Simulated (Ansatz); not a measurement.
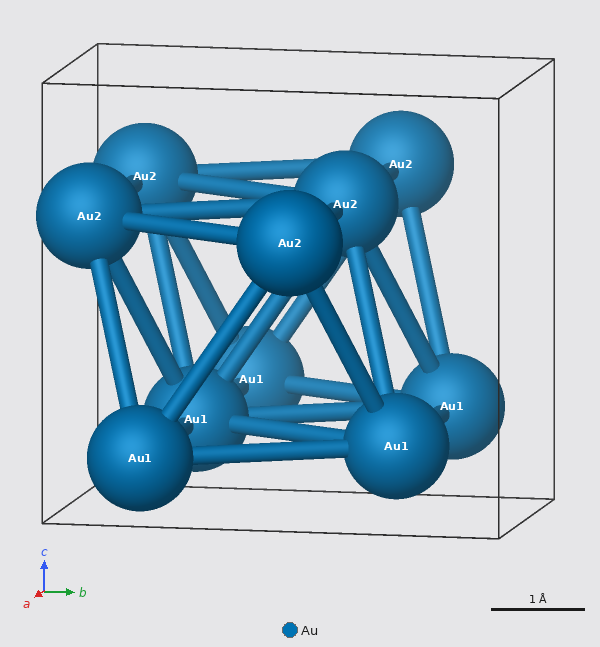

This is crystalline Au (set up in Cmcm). A ball-and-stick model of the conventional cell (2 times the calculation's cell), repeated 2 × 1 × 1 with one cell outlined, seen slightly off an axis. Lengths and directions refer to the drawn axes.

Method: Ansatz 0.2.0, DFT PBEsol, scalar-relativistic, plane waves, PAW. (plane-wave cutoff 420 eV; k-point mesh 16 × 16 × 10; occupations gaussian; smearing width 0.1 eV; no spin polarisation)

Now this is done to it. The volume is changed by +6.0 %. The cell's shape and the atoms are relaxed at that volume.

Q: What does the calculation give for the changed structure?

A: The volume changes by +6.0 %, with a 2.820 → 2.863 Å (+1.5 %), b 5.034 → 5.140 Å (+2.1 %), c 4.801 → 4.909 Å (+2.3 %). The atoms keep their places relative to the cell (all moves are under 0.005 Å). Some distances before and after: Au–Au 2.915 → 2.975 to 2.979 Å, Au–Au 2.885 → 2.942 Å, Au–Au 2.820 → 2.863 Å. The space group stays Cmcm (No. 63). The energy rises by 28.5 meV per atom. Pressure: 0.0 GPa before, −8.4 GPa after. It is metallic before and after.

Drawn alike, the variant:

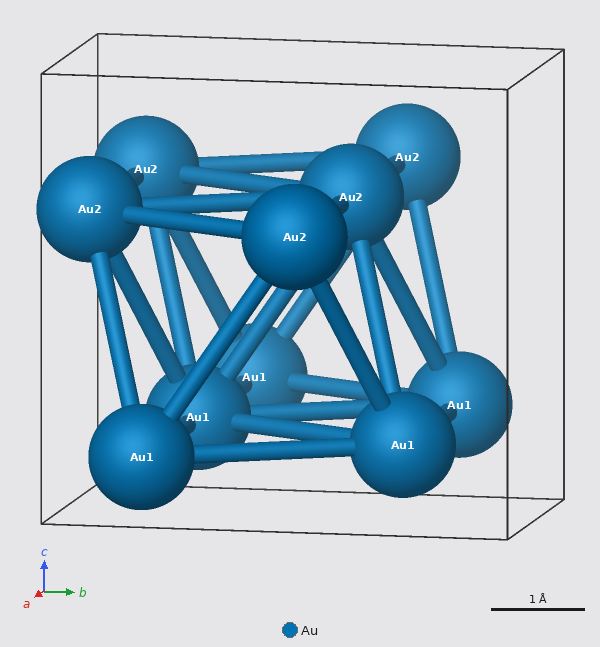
